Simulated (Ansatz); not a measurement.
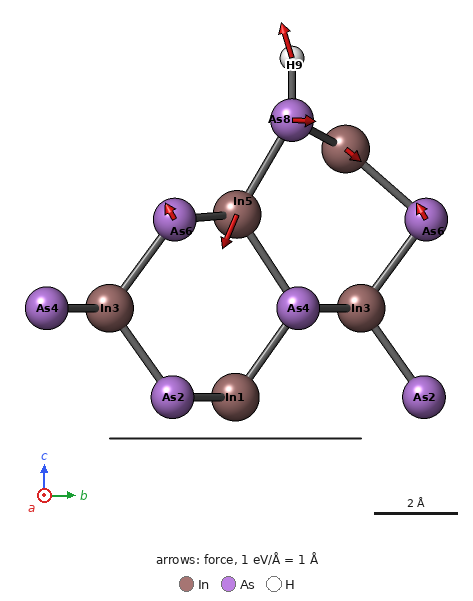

Starting geometry of a slab of composition In₄As₄H (cut from the F-43m phase) with the computed forces as red arrows. Style: ball-and-stick. Shown: the cell of the calculation, outlined in the plane, without the vacuum, along the a axis.

Case: H put at a top As site. The slab is the (1 1 0) face of InAs with H on it. 4 atoms are held fixed.

Method: DFT PBEsol, scalar-relativistic, plane waves, PAW (Ansatz).

Input
```yaml
crystal:
  lattice:
    - [4.3044884345, 0.0, 0.0]
    - [0.0, 6.0874659232, 0.0]
    - [0.0, 0.0, 25.4567326518]
  atoms:
    - { symbol: In, position: [0.5, 0.5, 0.3338998809] }
    - { symbol: As, position: [0.0, 0.25, 0.3338998809] }
    - { symbol: In, position: [0.0, 0.0, 0.4184450677] }
    - { symbol: As, position: [0.5, 0.75, 0.4184450677] }
    - { symbol: In, position: [0.5, 0.5069416007, 0.5076704798] }
    - { symbol: As, position: [0.0, 0.2589646507, 0.5027477992] }
    - { symbol: In, position: [0.0, -0.0614639149, 0.5698342569] }
    - { symbol: As, position: [0.5, 0.7253852038, 0.5973610963] }
    - { symbol: H, position: [0.5, 0.7253852038, 0.6562846047] }
basis:
  ecutwfc: 420
kpoints:
  mp_grid: { grid: [7, 5, 1] }
hamiltonian:
  xc: pbesol
scf:
  occupations: { method: gaussian, width: 0.1 }
output:
  forces: true
  eigenvalues: true
  write_density: true
  write_potential: true
  elf: true
  volumetric_format: npy
relax:
  adjacent_minimum: "off"
  f_tol: 0.03
  max_steps: 70
  constraints: [{ sites: [0, 1, 2, 3] }]
efield:
  axis: 3
  dipole_correction: true
  ramp_width: 0.04
```

Launched with:
```bash
ansatz run input.yaml --threads 2 --pin off --max-ram 5120MiB --backend cpu --events-out ev --progress --plain --runs-dir out
```

**What follows when this structure is relaxed?**

It isn't relaxed: the largest force vector, on In atoms, is 0.92 eV/Å. The final displacements have little in common with the starting forces (cosine between the two patterns −0.01). The atom that moves furthest is H9 (1.00 Å at 46° to the normal (−c side)). By element the largest moves are H 1.00 Å, In 0.81 Å, As 0.46 Å. The lattice vectors keep their values. Near-neighbour distances that change, for instance: As4–In5 2.711 → 2.636 Å, As6–In7 2.593 → 2.652 Å, In7–As8 2.609 → 2.661 Å, In5–As8 2.642 → 2.675 Å. Bond angles that change, for instance: In5–As8–H9 149.8° → 101.2°, In5–As8–In7 91.0° → 117.1°, As6–In7–As8 123.4° → 101.3°. Over 10 accepted moves (11 points after the start) the energy falls by 0.524 eV per cell of the calculation. The largest force component goes from 0.87 to 0.02 eV/Å. 1 step only repeated the SCF at the same geometry. Cost: 7.8 min on 2 threads of Intel(R) Xeon(R) Platinum 8488C (Sapphire Rapids), with other jobs on the host, peak memory 1.2 GiB.

Limits of the set-up: the periodic images lie only 4.3 Å apart, so the values are limited by the cell's size.
